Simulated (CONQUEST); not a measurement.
# AlN: 7 runs along one coordinate

System: AlN (F-43m, 4 atoms in the cell).
Method: Kohn-Sham DFT of a periodic cell, PBEsol, PseudoDojo NC PBEsol, no spin polarisation (CONQUEST 1.3).

The 7 runs differ only in the geometry, by an even scaling of the cell at fixed fractional positions. The structure derives from a Materials Project entry.

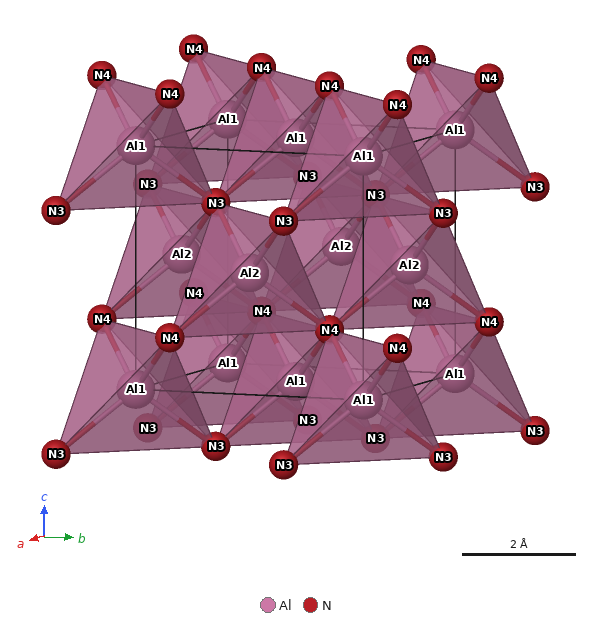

Figure 1. The structure of run 4 (polyhedral view of the cell 2 times as large as that of the calculation, set on its symmetry axes, seen slightly off an axis; polyhedra are completed across the faces of the cell; atoms are numbered from 1 in the order of the input).

### Input of run 4
```
IO.Title AlN
IO.Coordinates coords.dat
IO.FractionalAtomicCoords T
IO.Iprint 2
IO.Iprint_init 1
General.NumberOfSpecies 2
General.PseudopotentialType hamann
AtomMove.TypeOfRun static
AtomMove.FullStress T
Grid.PointsAlongX 36
Grid.PointsAlongY 36
Grid.PointsAlongZ 48
DM.SolutionMethod diagon
Diag.MPMesh T
Diag.GammaCentred T
Diag.MPMeshX 9
Diag.MPMeshY 9
Diag.MPMeshZ 6
Diag.kT 0.00183747
minE.SCTolerance 1e-6
SC.MaxIters 100
IO.AtomChargeOutput T
%block ChemicalSpeciesLabel
1 26.980 Al
2 14.010 N
%endblock
```

Command:
```bash
Conquest
```

Lattice vectors (Å) and fractional positions of run 4:
```
   3.088633    0.000000    0.000000
   0.000000    3.088633    0.000000
   0.000000    0.000000    4.367987
Al  0.000000  0.000000  0.000000
Al  0.500000  0.500000  0.500000
N   0.000000  0.500000  0.750000
N   0.500000  0.000000  0.250000
```

Run 5 has the same physical settings and fractional positions; its lattice vectors (Å) are:
```
   3.109088    0.000000    0.000000
   0.000000    3.109088    0.000000
   0.000000    0.000000    4.396915
```

### Results, with one run withheld

| run | volume per atom (Å³) | free energy per atom, from the lowest run given (meV) | pressure (GPa) | gap on the mesh (eV) |
| --- | --- | --- | --- | --- |
| 1 | 9.792 | 42.89 | 18.89 | 3.16 |
| 2 | 10.001 | 21.75 | 13.73 | 3.15 |
| 3 | 10.209 | 7.64 | 7.93 | 3.14 |
| 4 | 10.417 | 0.16 | 3.65 | 3.14 |
| 5 | 10.626 | ? | ? | ? |
| 6 | 10.834 | 0.00 | −3.47 | 3.12 |
| 7 | 11.042 | 6.70 | −6.78 | 3.11 |

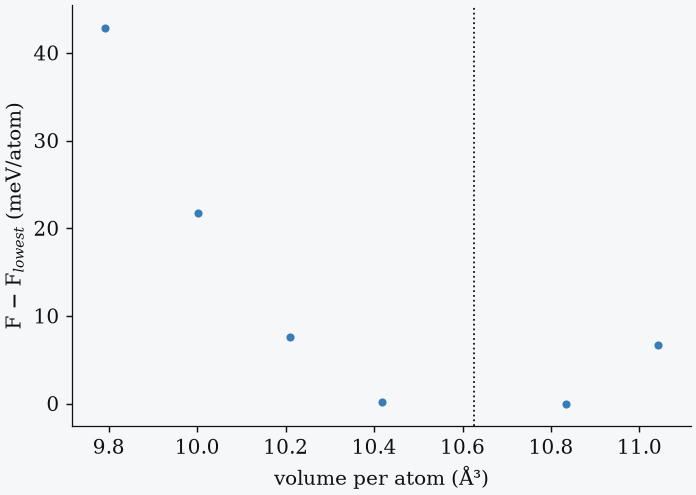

Figure 2. Free energy per atom of the runs given; the dotted line marks run 5.

What should run 5 give?

A cubic polynomial in V^(−2/3) (the Birch–Murnaghan form), fitted to the 6 runs given, misses them by at most 0.15 meV per atom. With x = V^(−2/3) − 0.21033 Å⁻², it reads F = 1.3533 + 2223.9 x + 3.4005e+05 x² + 1.4578e+06 x³ (meV per atom). At run 5 it gives −2.33 meV per atom, and the run itself gives −2.30. The slope of the fit gives a pressure −dF/dV of −0.12 GPa there, and the run prints 0.00 GPa. The two needn't agree exactly: the fit is approximate, and the printed stress is taken on a finite basis. The fit has its minimum at 10.619 Å³ per atom, where V d²F/dV² gives 187 GPa: the bulk modulus at this level, since symmetry fixes the shape and the positions. The gap on the mesh goes, without turning, from 3.16 eV in run 1 to 3.11 eV in run 7; run 5 has 3.13 eV. These are gaps of this functional on this mesh, which can miss the band edges; they aren't the measured gap.

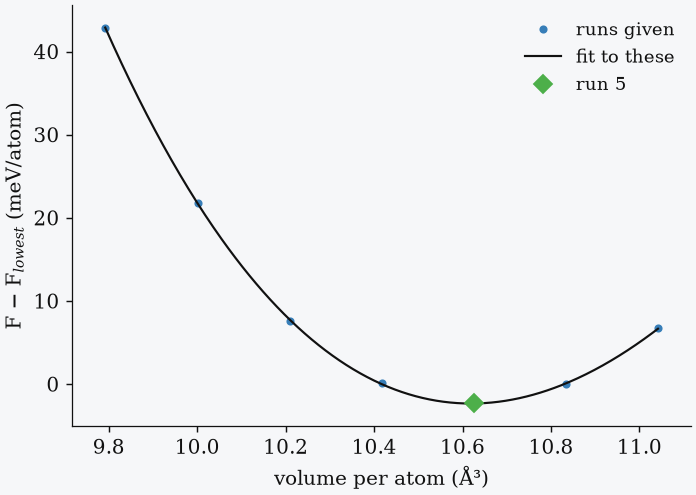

Figure 3. The fit and the withheld run.

### Some lines of the output (run 5)
```
[...]
      Using Fermi-Dirac smearing
          DFT Total Energy                 :       -25.271689697321062 Ha
          DFT Total Energy                 :       -25.469603800018596 Ha
          DFT Total Energy                 :       -25.498867841773766 Ha
          DFT Total Energy                 :       -25.498995529712477 Ha
          DFT Total Energy                 :       -25.498995586784766 Ha
          DFT Total Energy                 :       -25.498995586692569 Ha
          DFT Total Energy                 :       -25.498995587914919 Ha
      |* DFT total energy        =       -25.498995587914919 Ha
    force: Average pressure:     -0.00067652 GPa
```

Notes: With a small basis of atomic orbitals these values can differ much from converged plane-wave results.
